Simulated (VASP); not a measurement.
**Run report: HgTe, geometry relaxation (part 1 of 2)**

HgTe (2 atoms in the cell), computed with Kohn-Sham DFT of a periodic cell, LDA, VASP PAW LDA potentials, recommended, no spin polarisation (VASP 6.6.1).

The structure derives from an entry of the Crystallography Open Database.

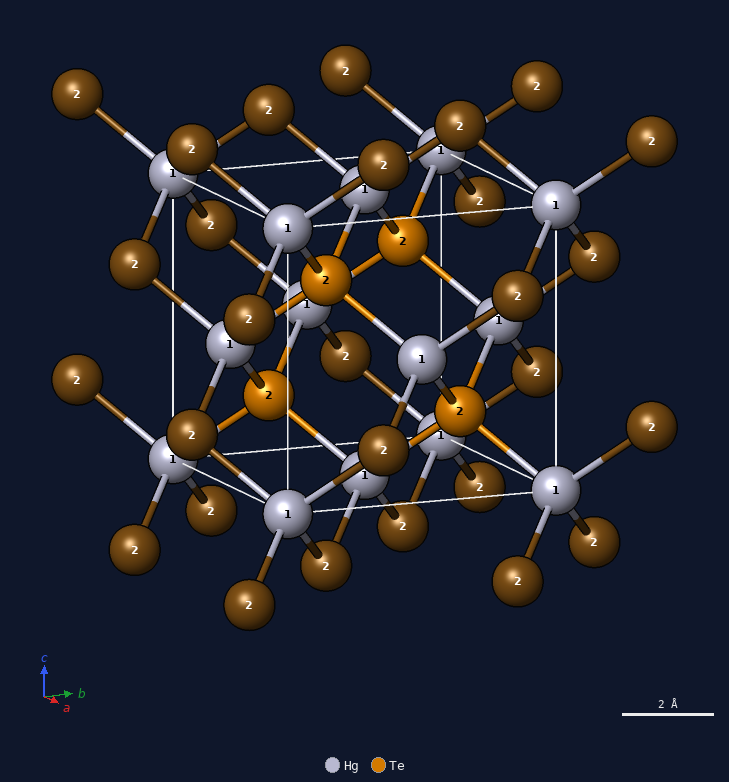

Figure 1. The structure as given in the input (ball-and-stick view of the cell 4 times as large as that of the calculation, set on its symmetry axes, seen slightly off an axis; neighbours outside the cell are drawn fainter; atoms are numbered from 1 in the order of the input). An atom can appear more than once, as a periodic image.

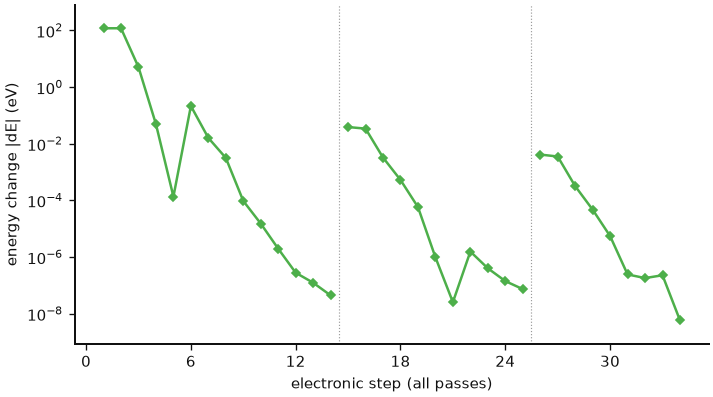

Figure 2. Convergence of the self-consistent field: energy change |dE| against the electronic step. Each stretch between dotted lines is the SCF of one geometry step of a relaxation. The 3 ionic steps take 9 to 14 electronic steps each. The density is held fixed in the first few steps, and dE rises again when its update begins.

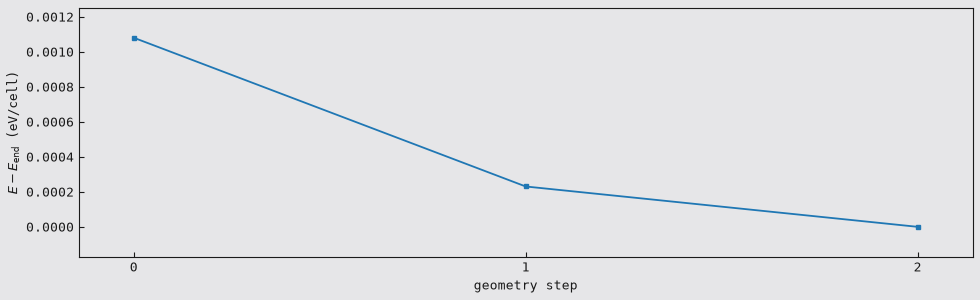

Figure 3. Progress of the relaxation, step by step (steps are counted from 0). The energy falls by 1.1 meV per cell of the calculation in 2 geometry steps. All forces vanish by symmetry, so only the cell relaxes. The atoms keep their places relative to the cell (all moves are under 0.005 Å). The volume changes by +1.0 %, with a = b = c 6.429 → 6.451 Å (+0.3 %). Among the contacts that change: Hg1–Te2 2.784 → 2.793 Å. The space group stays F-43m (No. 216). (Atoms are counted from 1 in the order of the input.)

The input and output of the run follow.

INCAR
```
ALGO = Fast
EDIFF = 1E-7
EDIFFG = -0.005
ENCUT = 600
IBRION = 2
ISIF = 3
ISMEAR = -1
LASPH = True
LCHARG = False
LREAL = False
LWAVE = False
NELM = 60
NSW = 60
PREC = Accurate
SIGMA = 0.05
```

KPOINTS
```
k-points
0
Gamma
  6 6 6
```

POSCAR
```
HgTe
1.0
    0.0000000000      3.2145000000      3.2145000000
    3.2145000000      0.0000000000      3.2145000000
    3.2145000000      3.2145000000      0.0000000000
Hg Te
1 1
Direct
    0.0000000000      0.0000000000      0.0000000000
    0.7500000000      0.7500000000      0.7500000000
```

Launched with:
```bash
cat potpaw_LDA.64/Hg/POTCAR potpaw_LDA.64/Te/POTCAR > POTCAR
mpirun -np 1 vasp_std > vasp.out
```

OSZICAR
```
N       E                     dE             d eps       ncg     rms          rms(c)
DAV:   1     0.119132984697E+03    0.11913E+03   -0.89154E+03   416   0.135E+03
DAV:   2    -0.147620227050E+00   -0.11928E+03   -0.11176E+03   441   0.284E+02
DAV:   3    -0.520926586373E+01   -0.50616E+01   -0.50393E+01   521   0.602E+01
DAV:   4    -0.525818117728E+01   -0.48915E-01   -0.48896E-01   551   0.567E+00
DAV:   5    -0.525831682974E+01   -0.13565E-03   -0.13565E-03   521   0.295E-01    0.793E+00
RMM:   6    -0.504344052939E+01    0.21488E+00   -0.52625E-01   416   0.594E+00    0.591E+00
RMM:   7    -0.502742596681E+01    0.16015E-01   -0.90276E-02   416   0.170E+00    0.213E+00
RMM:   8    -0.502427181819E+01    0.31541E-02   -0.62521E-03   419   0.823E-01    0.306E-01
RMM:   9    -0.502417666658E+01    0.95152E-04   -0.86630E-04   419   0.244E-01    0.732E-02
RMM:  10    -0.502419179467E+01   -0.15128E-04   -0.15814E-04   432   0.989E-02    0.292E-02
RMM:  11    -0.502419375330E+01   -0.19586E-05   -0.18037E-05   417   0.442E-02    0.296E-02
RMM:  12    -0.502419347561E+01    0.27769E-06   -0.56709E-06   432   0.276E-02    0.368E-03
RMM:  13    -0.502419359885E+01   -0.12325E-06   -0.95692E-07   391   0.928E-03    0.581E-03
RMM:  14    -0.502419355480E+01    0.44050E-07   -0.21913E-07   289   0.355E-03
   1 F= -.50241936E+01 E0= -.50237211E+01  d E =-.502419E+01
       N       E                     dE             d eps       ncg     rms          rms(c)
DAV:   1    -0.506294193977E+01   -0.38748E-01   -0.76979E-01   466   0.112E+01    0.154E+00
RMM:   2    -0.502887101798E+01    0.34071E-01   -0.85942E-02   416   0.340E+00    0.566E-01
RMM:   3    -0.502562880155E+01    0.32422E-02   -0.11486E-02   416   0.736E-01    0.493E-01
RMM:   4    -0.502510266447E+01    0.52614E-03   -0.16338E-03   416   0.342E-01    0.700E-02
RMM:   5    -0.502504468867E+01    0.57976E-04   -0.47868E-04   416   0.197E-01    0.776E-02
RMM:   6    -0.502504566297E+01   -0.97429E-06   -0.87493E-05   416   0.965E-02    0.353E-02
RMM:   7    -0.502504563759E+01    0.25373E-07   -0.53589E-05   416   0.706E-02    0.192E-02
RMM:   8    -0.502504408222E+01    0.15554E-05   -0.68105E-06   429   0.277E-02    0.125E-02
RMM:   9    -0.502504368318E+01    0.39904E-06   -0.88110E-07   403   0.957E-03    0.783E-03
RMM:  10    -0.502504354232E+01    0.14086E-06   -0.20831E-07   256   0.453E-03    0.438E-03
RMM:  11    -0.502504346896E+01    0.73360E-07   -0.24162E-07   271   0.463E-03
   2 F= -.50250435E+01 E0= -.50245653E+01  d E =-.849914E-03
       N       E                     dE             d eps       ncg     rms          rms(c)
DAV:   1    -0.502917840349E+01   -0.41349E-02   -0.78525E-02   461   0.354E+00    0.463E-01
RMM:   2    -0.502564453523E+01    0.35339E-02   -0.91337E-03   416   0.109E+00    0.168E-01
RMM:   3    -0.502532680180E+01    0.31773E-03   -0.12093E-03   416   0.231E-01    0.145E-01
RMM:   4    -0.502527979058E+01    0.47011E-04   -0.17095E-04   416   0.115E-01    0.203E-02
RMM:   5    -0.502527431185E+01    0.54787E-05   -0.67074E-05   416   0.743E-02    0.257E-02
RMM:   6    -0.502527406958E+01    0.24228E-06   -0.10126E-05   416   0.363E-02    0.760E-03
RMM:   7    -0.502527424948E+01   -0.17990E-06   -0.29366E-06   416   0.166E-02    0.783E-03
RMM:   8    -0.502527402303E+01    0.22645E-06   -0.10072E-06   416   0.112E-02    0.240E-03
RMM:   9    -0.502527401722E+01    0.58103E-08   -0.10567E-07   243   0.309E-03
   3 F= -.50252740E+01 E0= -.50247978E+01  d E =-.108046E-02
```

Parts of OUTCAR
```
EDIFF = 1E-7
   EDIFFG = -0.005
   ENCUT = 600
   IBRION = 2
   ISIF = 3
   ISMEAR = -1
   LASPH = True
   LREAL = False
   NELM = 60
   NSW = 60
   PREC = Accurate

 ion  position               nearest neighbor table
   1  0.000  0.000  0.000-   2 2.78   2 2.78   2 2.78   2 2.78
   2  0.750  0.750  0.750-   1 2.78   1 2.78   1 2.78   1 2.78

  LATTYP: Found a face centered cubic cell.
 ALAT       =     6.4290000000

  Lattice vectors:

 A1 = (   0.0000000000,   3.2145000000,   3.2145000000)
 A2 = (   3.2145000000,   0.0000000000,   3.2145000000)
 A3 = (   3.2145000000,   3.2145000000,   0.0000000000)

Analysis of symmetry for initial positions (statically):
=====================================================================
 Subroutine PRICEL returns:
 Original cell was already a primitive cell.

 Routine SETGRP: Setting up the symmetry group for a
 face centered cubic supercell.

 Subroutine GETGRP returns: Found 24 space group operations
 (whereof 24 operations were pure point group operations)
 out of a pool of 48 trial point group operations.

The static configuration has the point symmetry T_d .

Analysis of symmetry for dynamics (positions and initial velocities):
=====================================================================
 Subroutine PRICEL returns:
 Original cell was already a primitive cell.

 Routine SETGRP: Setting up the symmetry group for a
 face centered cubic supercell.

 Subroutine GETGRP returns: Found 24 space group operations
 (whereof 24 operations were pure point group operations)
 out of a pool of 48 trial point group operations.

The dynamic configuration has the point symmetry T_d .

 Subroutine INISYM returns: Found 24 space group operations
 (whereof 24 operations are pure point group operations),
 and found     1 'primitive' translations

----------------------------------------------------------------------------------------

                                     Primitive cell

  volume of cell :      66.4309

  direct lattice vectors                    reciprocal lattice vectors
     0.000000000  3.214500000  3.214500000    -0.155545186  0.155545186  0.155545186
     3.214500000  0.000000000  3.214500000     0.155545186 -0.155545186  0.155545186
     3.214500000  3.214500000  0.000000000     0.155545186  0.155545186 -0.155545186

  length of vectors
     4.545989496  4.545989496  4.545989496     0.269412165  0.269412165  0.269412165

  position of ions in fractional coordinates (direct lattice)
     0.000000000  0.000000000  0.000000000
     0.750000000  0.750000000  0.750000000

  ion indices of the primitive-cell ions
   primitive index   ion index
                 1           1
                 2           2

----------------------------------------------------------------------------------------

 KPOINTS: k-points

Automatic generation of k-mesh.
 Grid dimensions read from file:
 generate k-points for:    6    6    6

 Generating k-lattice:

  Cartesian coordinates                     Fractional coordinates (reciprocal lattice)
    -0.025924198  0.025924198  0.025924198     0.166666667  0.000000000  0.000000000
     0.025924198 -0.025924198  0.025924198     0.000000000  0.166666667  0.000000000
     0.025924198  0.025924198 -0.025924198     0.000000000  0.000000000  0.166666667

  Length of vectors
     0.044902027  0.044902027  0.044902027

  Shift w.r.t. Gamma in fractional coordinates (k-lattice)
     0.000000000  0.000000000  0.000000000

 Subroutine IBZKPT returns following result:
 ===========================================

 Found     16 irreducible k-points:

 Following reciprocal coordinates:
            Coordinates               Weight
  0.000000  0.000000  0.000000      1.000000
  0.166667  0.000000  0.000000      8.000000
  0.333333  0.000000  0.000000      8.000000
  0.500000  0.000000  0.000000      4.000000
  0.166667  0.166667  0.000000      6.000000
  0.333333  0.166667  0.000000     24.000000
  0.500000  0.166667  0.000000     24.000000
 -0.333333  0.166667  0.000000     24.000000
 -0.166667  0.166667  0.000000     12.000000
  0.333333  0.333333  0.000000      6.000000
  0.500000  0.333333  0.000000     24.000000
 -0.333333  0.333333  0.000000     12.000000
  0.500000  0.500000  0.000000      3.000000
  0.500000  0.333333  0.166667     24.000000
 -0.333333  0.333333  0.166667     24.000000
 -0.333333  0.500000  0.166667     12.000000
   k-points           NKPTS =     16   k-points in BZ     NKDIM =     16   number of bands    NBANDS=     13
   number of dos      NEDOS =    301   number of ions     NIONS =      2
   total plane-waves  NPLWV =  46656
   dimension x,y,z NGX =    36 NGY =   36 NGZ =   36
   dimension x,y,z NGXF=    72 NGYF=   72 NGZF=   72
   ions per type =               1   1
   NGX,Y,Z   is equivalent  to a cutoff of  13.17, 13.17, 13.17 a.u.
   NGXF,Y,Z  is equivalent  to a cutoff of  26.33, 26.33, 26.33 a.u.
 SYSTEM =  unknown system
   PREC   = accura    normal or accurate (medium, high low for compatibility)
   ISTART =      0    job   : 0-new  1-cont  2-samecut
   ICHARG =      2    charge: 1-file 2-atom 10-const
   ISPIN  =      1    spin polarized calculation?
   LNONCOLLINEAR =      F non collinear calculations
   LSORBIT =      F    spin-orbit coupling
   LASPH  =      T    aspherical Exc in radial PAW
   ENCUT  =  600.0 eV  44.10 Ry    6.64 a.u.   9.08  9.08  9.08*2*pi/ulx,y,z
   NELM   =     60;   NELMIN=  2; NELMDL= -5     # of ELM steps
   EDIFF  = 0.1E-06   stopping-criterion for ELM
   LREAL  =      F    real-space projection
   EDIFFG = -.5E-02   stopping-criterion for IOM
   NSW    =     60    number of steps for IOM
   IBRION =      2    ionic relax: 0-MD 1-quasi-New 2-CG
   NFREE  =      1    steps in history (QN), initial steepest desc. (CG)
   ISIF   =      3    stress and relaxation
   ISYM   =      2    0-nonsym 1-usesym 2-fastsym
   POTIM  = 0.5000    time-step for ionic-motion
   TEBEG  =    0.0;   TEEND  =   0.0 temperature during run
   PSTRESS=    0.0 pullay stress
   NELECT =      18.0000    total number of electrons
   NUPDOWN=      -1.0000    fix difference up-down
   EMIN   =  10.00;   EMAX   =-10.00  energy-range for DOS
   EFERMI =   0.00;   METHOD = LEGACY
   ISMEAR =    -1;   SIGMA  =   0.05  broadening in eV -4-tet -1-fermi 0-gaus
   EFERMI_NEDOS =   21; number of points for ismear=-14 and -15
   IALGO  =     68    algorithm
   IMIX   =      4    mixing-type and parameters
     AMIX     =   0.40;   BMIX     =  1.00
     AMIX_MAG =   1.60;   BMIX_MAG =  1.00
  volume/ion in A,a.u.               =      33.22       224.15
  Fermi-wavevector in a.u.,A,eV,Ry     =   1.059357  2.001894 15.268958  1.122237
  Thomas-Fermi vector in A             =   2.194699
   LORBIT       =      0    0 simple, 1 ext, 2 COOP (PROOUT), +10 PAW based schemes
   GGA     = CA    functional components
   LHFCALC =     F    Hartree Fock is set to
   AEXX    =    0.0000 exact exchange contribution
   IVDW    =     0    specifies the selected vdW correction
   LEPSILON=     F    determine dielectric tensor
   LRPA    =     F    only Hartree local field effects (RPA)
```
